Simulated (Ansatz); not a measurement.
## Geometry relaxation, with input and output: Ag

The run: geometry relaxation of Ag (1 atom in the cell). Method and program: DFT, LDA, PAW with Ansatz's default frozen-core files, scalar-relativistic, no spin polarisation (Ansatz 0.2.0).

The structure was built on a prototype by a generator; it need not be a known phase. It belongs to a series of runs on one base structure; here: bulk cell relaxed. Figures and captions count atoms from 1; the log counts them from 0 in places.

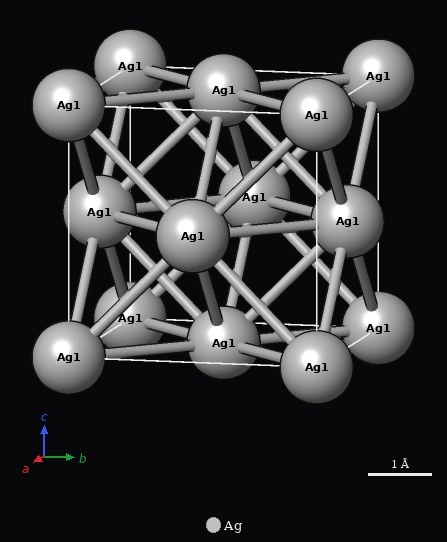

Figure 1. The structure as given in the input (ball-and-stick view of the cell 4 times as large as that of the calculation, set on its symmetry axes, seen slightly off an axis; atoms are numbered from 1 in the order of the input).

## Results in brief

```json
{"quantity": "outcome", "value": "converged"}
{"quantity": "space group (tolerance 0.01 Å)", "value": "Fm-3m (225)"}
{"quantity": "electrons treated", "value": "19"}
{"quantity": "free energy", "value": "−7458.1584 eV"}
{"quantity": "Fermi energy", "value": "18.401 eV"}
{"quantity": "pressure", "value": "−0.02 GPa"}
{"quantity": "final volume", "value": "16.02 Å³"}
{"quantity": "largest force (length of the vector) at the end", "value": "under 0.001 eV/Å"}
{"quantity": "final cell", "value": "a = 2.830 Å, b = 2.830 Å, c = 2.830 Å, α = 60.00°, β = 60.00°, γ = 60.00°"}
{"quantity": "hardware", "value": "2 threads of Arm Neoverse V2, 24 GiB of memory available, shared host"}
{"quantity": "wall time", "value": "4.5 s (CPU time 8.4 s)"}
{"quantity": "peak memory", "value": "0.31 GiB"}
```

## Input file
```yaml
crystal:
  lattice:
    - [0.0, 2.0428264039, 2.0428264039]
    - [2.0428264039, 0.0, 2.0428264039]
    - [2.0428264039, 2.0428264039, 0.0]
  atoms:
    - { symbol: Ag, position: [0.0, 0.0, 0.0] }
kpoints:
  mp_grid: { grid: [18, 18, 18] }
scf:
  occupations: { method: fermi_dirac, width: 0.1 }
hamiltonian:
  xc: lda
  pseudopotentials: { kind: paw }
output:
  forces: true
  stress: true
relax:
  f_tol: 0.005
  max_steps: 40
  cell: {}
```

Command:
```bash
ansatz run input.yaml --threads 2 --pin off --max-ram 4096MiB --backend cpu --events-out ev --progress --plain --runs-dir out
```

## Log
```
Engine: ansatz 0.2.0, aarch64-unknown-linux-gnu
Pseudopotentials: kind: paw
Pseudopotential: Ag, paw, valence charge 19, recommended cutoff 420 eV (normal), Ag.paw.azcp
Functional definition: SPW92
  exchange = slater_x
  correlation = pw_c
Crystal: 1 atoms, lattice volume = 17.050 Å³
Basis set: ecut = 420 eV, 331 PW (Γ)
Bands: 14, of which v1, the nominal top of the filled ones, is band 10 counted from 1 (9 counted from 0)
Symmetry: 48 space group operations
Space group: Fm-3m (ITA 225), of the structure as read, at distance tolerance 2.6e-5 Å
k-points: 195 of 5832
Non-local potential: Ag, projectors of the file, l = 0: 3, l = 1: 2, l = 2: 2, l = 3: 1
PAW form: soft (Blöchl's): semilocal exchange-correlation on the pseudo side does not see the compensation charge
PAW frozen core: Ag, regenerated for the run's functional, and the local potential with it (the file was generated under x = pbe(κ = 0.804, μ = 0.2195149727645171), c = pbe(β = 0.06672455060314922))
PAW one-centre angular grid: Ag, 590 points (default); XC on 64 Gauss nodes
Initial density: superposition of atomic densities (neutral atoms: chi_scale 0, normalization atom), corrected by the library's trained network
Initial wavefunctions: pseudopotential atomic-orbital guess
Functional: x = slater, c = lda
SCF iter   1: F=—  HF=-7458.141928 eV  |F-HF|=—  |Δ(HF+E_count)|=         —  Δρ=1.39e-2  dr2=2.80e-2  ethr=1.77e-3  ⟨swp⟩=4.6  Hψ=13497  notcnv=0
preconditioner: auto → none  [metal: Δε(μ)=0.174 eV  Ē_g=16.072 eV  σ=0.100 eV  W_gap=0.40  n_scr=8 (ndim 8)  ℏωp=29.8 eV  f_vac=0.000  D(μ)=0.22/eV (n_scr^D=0)  sad-step TF]
SCF iter   2: F=—  HF=-7458.134018 eV  |F-HF|=—  |Δ(HF+E_count)|=   7.91e-3  Δρ=4.36e-3  dr2=2.07e-3  ethr=1.47e-4  ⟨swp⟩=1.8  Hψ=4711  notcnv=0
SCF iter   3: F=—  HF=-7458.133342 eV  |F-HF|=—  |Δ(HF+E_count)|=   6.76e-4  Δρ=1.36e-3  dr2=7.38e-5  ethr=1.09e-5  ⟨swp⟩=2.4  Hψ=3690  notcnv=0
SCF iter   4: F=—  HF=-7458.133333 eV  |F-HF|=—  |Δ(HF+E_count)|=   8.84e-6  Δρ=1.68e-4  dr2=1.36e-6  ethr=3.88e-7  ⟨swp⟩=2.8  Hψ=4540  notcnv=0
iter 5 did not close the SCF: its close was put off for the readings that it lacked (scf_convergence_deferred on its scf_iter line)
SCF iter   5: F=-7458.133334 eV  HF=-7458.133334 eV  |F-HF|=1.40e-9  |Δ(HF+E_count)|=   4.35e-7  Δρ=8.96e-6  dr2=4.87e-9  ethr=7.14e-9  ⟨swp⟩=2.3  Hψ=4487  notcnv=0
SCF iter   6: F=-7458.133334 eV  HF=-7458.133334 eV  |F-HF|=1.35e-10  |Δ(HF+E_count)|=  5.00e-11  Δρ=1.04e-6  dr2=1.55e-10  ethr=2.56e-11  ⟨swp⟩=1.2  Hψ=8164  notcnv=0
SCF 1 converged in 6 iterations: F = -7458.133334 eV  dr2 = 1.55e-10
  greatest PAW one-centre occupation: 1.002 electrons in one spin orbital (limit 2), on the Ag atom at site 0 (counted from 0), in its partial waves of l = 0
relax step   1: F+E_penalty+E_count = -7458.13333391 eV  Δ(F+E_penalty+E_count) = +0.000e0 eV  max|allowed force component| = 0.000e0 eV/Å  Δτ_max = 0.0000 Å  P = -7.272 GPa  Ω = 17.050 Å³  (6 SCF iters, dr2 threshold 1.00e-7 eV, accepted)
Crystal: 1 atoms, lattice volume = 15.080 Å³
Basis set: ecut = 420 eV, 283 PW (Γ)
Initial density: handed on by an earlier stage of this run
Initial wavefunctions: those handed on with the density
iter 1 solved again at ethr=1.36e-4 eV; its pass at ethr=3.10e-3 eV (dr2=2.58e-2 eV) is discarded
SCF iter   1: F=—  HF=-7458.139521 eV  |F-HF|=—  |Δ(HF+E_count)|=         —  Δρ=1.28e-2  dr2=2.59e-2  ethr=1.36e-4  ⟨swp⟩=1.0  Hψ=18352  notcnv=0
preconditioner: auto → none  [metal: Δε(μ)=0.051 eV  Ē_g=17.371 eV  σ=0.100 eV  W_gap=0.12  n_scr=8 (ndim 8)  ℏωp=31.7 eV  f_vac=0.000  D(μ)=0.24/eV (n_scr^D=0)]
SCF iter   2: F=—  HF=-7458.132854 eV  |F-HF|=—  |Δ(HF+E_count)|=   6.67e-3  Δρ=7.25e-3  dr2=3.94e-3  ethr=1.36e-4  ⟨swp⟩=2.1  Hψ=4697  notcnv=0
SCF iter   3: F=—  HF=-7458.131538 eV  |F-HF|=—  |Δ(HF+E_count)|=   1.32e-3  Δρ=2.15e-3  dr2=2.97e-4  ethr=2.08e-5  ⟨swp⟩=2.5  Hψ=4475  notcnv=0
SCF iter   4: F=—  HF=-7458.131424 eV  |F-HF|=—  |Δ(HF+E_count)|=   1.14e-4  Δρ=1.50e-4  dr2=1.02e-6  ethr=1.56e-6  ⟨swp⟩=2.1  Hψ=3329  notcnv=0
SCF iter   5: F=—  HF=-7458.131415 eV  |F-HF|=—  |Δ(HF+E_count)|=   9.17e-6  Δρ=2.12e-5  dr2=4.34e-8  ethr=5.26e-10  ⟨swp⟩=4.0  Hψ=9036  notcnv=0
SCF iter   6: F=-7458.131415 eV  HF=-7458.131415 eV  |F-HF|=1.40e-10  |Δ(HF+E_count)|=   6.33e-9  Δρ=1.77e-6  dr2=2.14e-10  ethr=2.28e-10  ⟨swp⟩=1.4  Hψ=8319  notcnv=0
SCF 2 converged in 6 iterations: F = -7458.131415 eV  dr2 = 2.14e-10
relax step   2: F+E_penalty+E_count = -7458.13141454 eV  Δ(F+E_penalty+E_count) = +1.919e-3 eV  max|allowed force component| = 0.000e0 eV/Å  Δτ_max = 0.0000 Å  P = +9.953 GPa  Ω = 15.080 Å³  energy of the carried Pulay correction = +2.712e-4 eV  (6 SCF iters, dr2 threshold 1.00e-7 eV, rejected (line search))
Crystal: 1 atoms, lattice volume = 16.159 Å³
iter 1 solved again at ethr=4.69e-5 eV; its pass at ethr=3.10e-3 eV (dr2=8.91e-3 eV) is discarded
SCF iter   1: F=—  HF=-7458.160846 eV  |F-HF|=—  |Δ(HF+E_count)|=         —  Δρ=7.15e-3  dr2=9.04e-3  ethr=4.69e-5  ⟨swp⟩=1.0  Hψ=18264  notcnv=0
preconditioner: auto → none  [metal: Δε(μ)=0.197 eV  Ē_g=16.794 eV  σ=0.100 eV  W_gap=0.45  n_scr=8 (ndim 8)  ℏωp=30.6 eV  f_vac=0.000  D(μ)=0.21/eV (n_scr^D=0)]
SCF iter   2: F=—  HF=-7458.158576 eV  |F-HF|=—  |Δ(HF+E_count)|=   2.27e-3  Δρ=4.34e-3  dr2=1.54e-3  ethr=4.69e-5  ⟨swp⟩=2.1  Hψ=3839  notcnv=0
SCF iter   3: F=—  HF=-7458.158084 eV  |F-HF|=—  |Δ(HF+E_count)|=   4.92e-4  Δρ=1.28e-3  dr2=1.23e-4  ethr=8.12e-6  ⟨swp⟩=2.4  Hψ=4129  notcnv=0
SCF iter   4: F=—  HF=-7458.158036 eV  |F-HF|=—  |Δ(HF+E_count)|=   4.77e-5  Δρ=1.11e-4  dr2=6.63e-7  ethr=6.47e-7  ⟨swp⟩=2.0  Hψ=3913  notcnv=0
SCF iter   5: F=—  HF=-7458.158031 eV  |F-HF|=—  |Δ(HF+E_count)|=   5.50e-6  Δρ=6.37e-6  dr2=2.49e-9  ethr=3.49e-9  ⟨swp⟩=2.9  Hψ=4598  notcnv=0
SCF iter   6: F=—  HF=-7458.158031 eV  |F-HF|=—  |Δ(HF+E_count)|=   1.05e-9  Δρ=6.60e-7  dr2=2.90e-11  ethr=1.31e-11  ⟨swp⟩=2.0  Hψ=2989  notcnv=0
SCF iter   7: F=-7458.158031 eV  HF=-7458.158031 eV  |F-HF|=9.09e-13  |Δ(HF+E_count)|=  1.00e-11  Δρ=1.58e-8  dr2=1.87e-14  ethr=1.00e-12  ⟨swp⟩=4.9  Hψ=9726  notcnv=0
SCF 3 converged in 7 iterations: F = -7458.158031 eV  dr2 = 1.87e-14
relax step   3: F+E_penalty+E_count = -7458.15803088 eV  Δ(F+E_penalty+E_count) = -2.470e-2 eV  max|allowed force component| = 0.000e0 eV/Å  Δτ_max = 0.0000 Å  P = -1.182 GPa  Ω = 16.159 Å³  energy of the carried Pulay correction = +1.187e-4 eV  (7 SCF iters, accepted)
Crystal: 1 atoms, lattice volume = 16.022 Å³
iter 1 solved again at ethr=6.10e-7 eV; its pass at ethr=3.10e-3 eV (dr2=1.16e-4 eV) is discarded
SCF iter   1: F=—  HF=-7458.158625 eV  |F-HF|=—  |Δ(HF+E_count)|=         —  Δρ=8.90e-4  dr2=1.38e-4  ethr=6.10e-7  ⟨swp⟩=2.2  Hψ=17116  notcnv=0
preconditioner: auto → none  [metal: Δε(μ)=0.188 eV  Ē_g=16.812 eV  σ=0.100 eV  W_gap=0.43  n_scr=8 (ndim 8)  ℏωp=30.8 eV  f_vac=0.000  D(μ)=0.22/eV (n_scr^D=0)]
SCF iter   2: F=—  HF=-7458.158598 eV  |F-HF|=—  |Δ(HF+E_count)|=   2.65e-5  Δρ=5.31e-4  dr2=2.33e-5  ethr=6.10e-7  ⟨swp⟩=2.0  Hψ=3839  notcnv=0
SCF iter   3: F=—  HF=-7458.158572 eV  |F-HF|=—  |Δ(HF+E_count)|=   2.65e-5  Δρ=1.52e-4  dr2=1.68e-6  ethr=1.23e-7  ⟨swp⟩=2.3  Hψ=4083  notcnv=0
SCF iter   4: F=-7458.158571 eV  HF=-7458.158571 eV  |F-HF|=1.23e-9  |Δ(HF+E_count)|=   5.93e-7  Δρ=1.21e-5  dr2=7.48e-9  ethr=5.26e-10  ⟨swp⟩=2.7  Hψ=9674  notcnv=0
SCF 4 converged in 4 iterations: F = -7458.158571 eV  dr2 = 7.48e-9
relax step   4: F+E_penalty+E_count = -7458.15857132 eV  Δ(F+E_penalty+E_count) = -5.404e-4 eV  max|allowed force component| = 0.000e0 eV/Å  Δτ_max = 0.0000 Å  P = -0.033 GPa  Ω = 16.022 Å³  energy of the carried Pulay correction = +1.374e-4 eV  (4 SCF iters, dr2 threshold 1.00e-7 eV, accepted)
Initial wavefunctions: pseudopotential atomic-orbital guess (no wavefunctions were taken with the density)
iter 1 solved again at ethr=1.49e-7 eV; its pass at ethr=3.10e-3 eV (dr2=2.83e-5 eV) is discarded
SCF iter   1: F=—  HF=-7458.158402 eV  |F-HF|=—  |Δ(HF+E_count)|=         —  Δρ=1.10e-4  dr2=3.56e-7  ethr=1.49e-7  ⟨swp⟩=2.4  Hψ=19876  notcnv=0
preconditioner: auto → none  [metal: Δε(μ)=0.191 eV  Ē_g=16.820 eV  σ=0.100 eV  W_gap=0.43  n_scr=8 (ndim 8)  ℏωp=30.8 eV  f_vac=0.000  D(μ)=0.22/eV (n_scr^D=0)]
SCF iter   2: F=—  HF=-7458.158397 eV  |F-HF|=—  |Δ(HF+E_count)|=   4.62e-6  Δρ=4.85e-5  dr2=1.09e-7  ethr=1.87e-9  ⟨swp⟩=2.0  Hψ=4591  notcnv=0
SCF iter   3: F=—  HF=-7458.158397 eV  |F-HF|=—  |Δ(HF+E_count)|=   9.73e-9  Δρ=2.21e-5  dr2=1.57e-8  ethr=5.74e-10  ⟨swp⟩=2.5  Hψ=3784  notcnv=0
SCF iter   4: F=—  HF=-7458.158397 eV  |F-HF|=—  |Δ(HF+E_count)|=   1.88e-9  Δρ=2.33e-6  dr2=1.33e-10  ethr=8.24e-11  ⟨swp⟩=2.0  Hψ=4575  notcnv=0
SCF iter   5: F=-7458.158397 eV  HF=-7458.158397 eV  |F-HF|=9.09e-13  |Δ(HF+E_count)|=  9.64e-11  Δρ=7.49e-8  dr2=5.19e-13  ethr=1.00e-12  ⟨swp⟩=4.5  Hψ=9249  notcnv=0
SCF 5 converged in 5 iterations: F = -7458.158397 eV  dr2 = 5.19e-13
relax step   5: F+E_penalty+E_count = -7458.15839712 eV  Δ(F+E_penalty+E_count) = +1.742e-4 eV  max|allowed force component| = 0.000e0 eV/Å  Δτ_max = 0.0000 Å  P = -0.023 GPa  Ω = 16.022 Å³  stress off target by 2.34e-2 GPa  SCF on the basis re-selected at this cell (its energy is not comparable with the rows above)  (5 SCF iters)
```

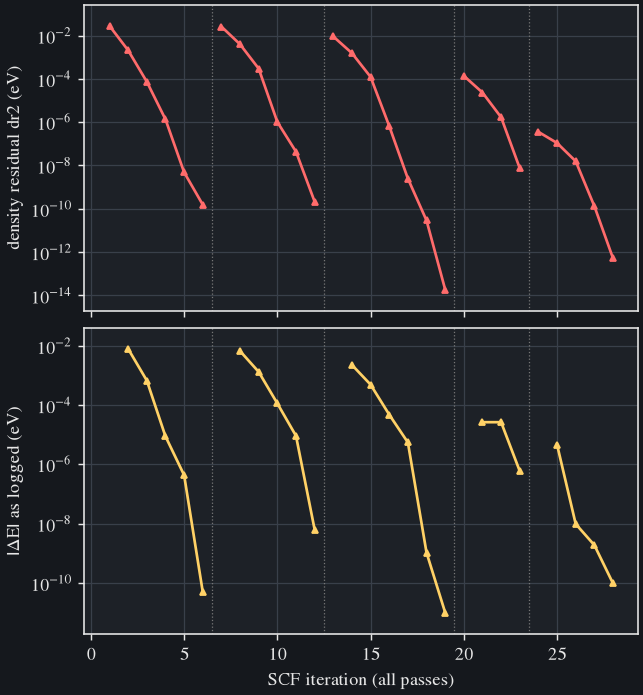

Figure 2. Convergence of the self-consistent field: density residual dr2 and size of the energy change against the SCF iteration. The dotted lines part the SCF passes of the relaxation: geometry steps, rejected trials and re-solves on a re-selected basis. The 5 passes take 4 to 7 iterations each, 28 in all.

```
basis re-selected at this cell: Δ(F+E_penalty+E_count) = +1.742e-4 eV, ΔP = +0.009 GPa vs the last step (what re-selecting the basis moved, of the pressure what is left beyond the Pulay correction that the steps carried, after the strain that the cell walked since its last selection, with what the two solves' SCF thresholds leave and, on support functions, any second-order correction that the steps lacked; it is no measure of the basis error at this ecutwfc). This SCF's stress stands 2.34e-2 GPa from its target on what of the cell is left free (relax.cell.stress_tol is 5.00e-2 GPa) and its largest allowed force component is 0.00e0 eV/Å (relax.f_tol is 5.00e-3 eV/Å): within both
SCF converged after 5 iterations
Free energy (F): -7458.158397 eV
Harris-Foulkes:  -7458.158397 eV  (|F-HF|=9.09e-13)
Internal energy: -7458.150939 eV  (E = F + TS)
E sigma→0 (E₀):  -7458.154668 eV
Entropy (-TS):   -0.007458 eV (-7.458 meV/atom)
Fermi energy:    18.400788 eV
--- Per-component energies (eV) ---
  E_band       = -215.981532
  E_kinetic    = 528.346055
  E_local      = -2100.218822  (includes V_loc(G=0)·N_el)
  E_nonlocal   = 86.191832
  E_hartree    = 958.964585
  E_xc         = -184.325443
  E_vxc        = -235.448575  (∫ρ·V_xc dr)
  E_paw        = -3770.051069  (= ΣΔE_a)
  E_vpaw       = -412.781391  (= ΣTr[D̂ρ^β])
  E_aug_tail   = 0.000244  (compensation charges beyond the density's cutoff)
  E_ewald      = -2977.783128
  E_core_change = 0.724807  (= ΣΔE_core)
  E_smearing   = -0.007458  (= −TS)
  E_closure    = -0.000000  (closes the sum)
  Σ components = -7458.158397   (vs F -7458.158397, Δ=0.00e0)
--- Forces (eV/Å), atoms counted from 1 ---
  atom   1  Ag    -0.00000000     0.00000000     0.00000000
  max |Σ_I F_I| component: 3.90e-32 eV/Å
--- Stress (GPa, compression-positive) ---
       -0.023421      -0.000000       0.000000
        0.000000      -0.023421       0.000000
       -0.000000       0.000000      -0.023421
  P = ⅓ Tr σ = -0.0234 GPa (-0.234 kbar)
--- Relaxed structure (4 steps of the walk, 3 accepted, 1 SCFs on fresh bases) ---
  F+E_penalty+E_count = -7458.15839712 eV   max|allowed force component| = 0.000e0 eV/Å   (the final SCF, on the basis selected at the relaxed cell)
  cell:  # Å, volume = 16.0224 Å³
    - [-2.675070316164967e-34, 2.0009314981897184, 2.0009314981897184]
    - [2.0009314981897184, -1.7833802126186739e-34, 2.0009314981897184]
    - [2.0009314981897184, 2.0009314981897184, 0.0]
  atoms:
    - { symbol: Ag, position: [0.0, 0.0, 0.0] }
```

## Trajectory as extended XYZ (Å, eV, eV/Å), 5 frames, from step=1 to step=5
```
1
Lattice="0.0000 2.0428 2.0428 2.0428 0.0000 2.0428 2.0428 2.0428 0.0000" Properties=species:S:1:pos:R:3:forces:R:3 step=1 energy=-7458.13333 pressure_GPa=-7.27
Ag    0.0000    0.0000    0.0000    0.0000   0.0000   0.0000
1
Lattice="0.0000 1.9609 1.9609 1.9609 0.0000 1.9609 1.9609 1.9609 0.0000" Properties=species:S:1:pos:R:3:forces:R:3 step=2 energy=-7458.13141 pressure_GPa=9.95 accepted=F
Ag    0.0000    0.0000    0.0000    0.0000   0.0000   0.0000
1
Lattice="0.0000 2.0066 2.0066 2.0066 0.0000 2.0066 2.0066 2.0066 0.0000" Properties=species:S:1:pos:R:3:forces:R:3 step=3 energy=-7458.15803 pressure_GPa=-1.18
Ag    0.0000    0.0000    0.0000    0.0000   0.0000   0.0000
1
Lattice="0.0000 2.0009 2.0009 2.0009 0.0000 2.0009 2.0009 2.0009 0.0000" Properties=species:S:1:pos:R:3:forces:R:3 step=4 energy=-7458.15857 pressure_GPa=-0.03
Ag    0.0000    0.0000    0.0000    0.0000   0.0000   0.0000
1
Lattice="0.0000 2.0009 2.0009 2.0009 0.0000 2.0009 2.0009 2.0009 0.0000" Properties=species:S:1:pos:R:3:forces:R:3 step=5 energy=-7458.15840 pressure_GPa=-0.02
Ag    0.0000    0.0000    0.0000    0.0000   0.0000   0.0000
```
